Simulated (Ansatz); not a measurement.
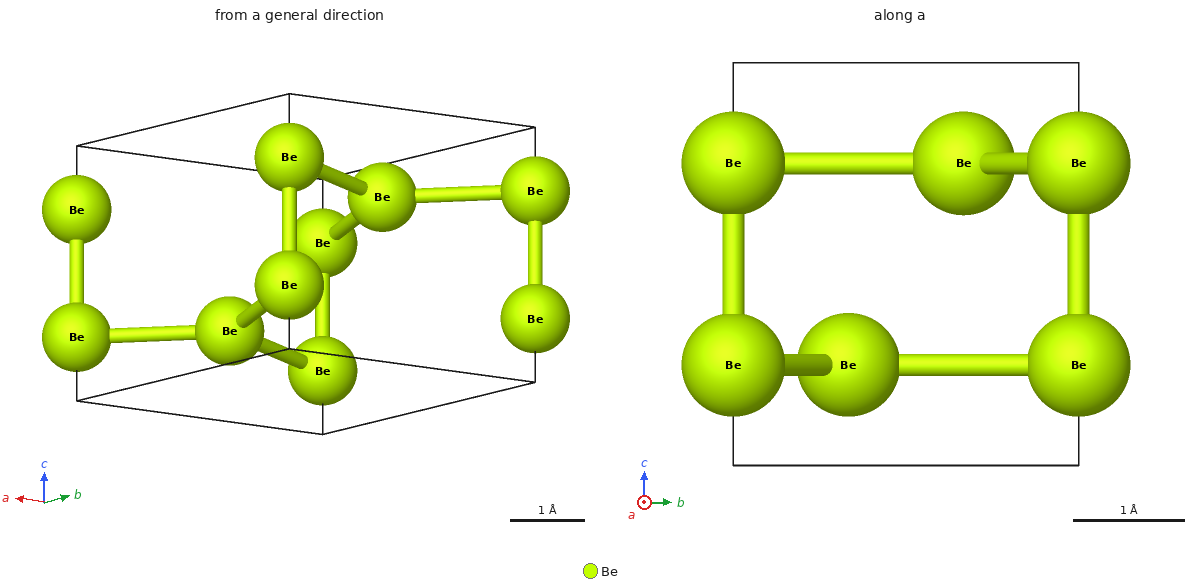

Crystal structure, ball-and-stick style, seen from a general direction and along the a axis. The frame is the conventional unit cell; atoms at its boundary are shown with their periodic copies.

Size of the cell: a = 3.61 Å, b = 3.61 Å, c = 3.65 Å, α = 90.00°, β = 90.00°, γ = 120.00°.

Bond cut-offs: Be–Be up to 2.19 Å (cut-off distances).

### How many atoms are there in one cell?

4 (beryllium), counting shared atoms by their share.

### Name the space group.

P6_3/mmc (No. 194), with Be on 2b and Be on 2d.

### How do the bonded atoms link up through the crystal?

The bonds build a three-dimensional framework.

Starting structure: a textbook structure type filled with this element (whether it is the usual form wasn't checked). Earlier steps of the study may have refined or changed the cell and positions. Ansatz was used for an electronic-structure calculation on it.
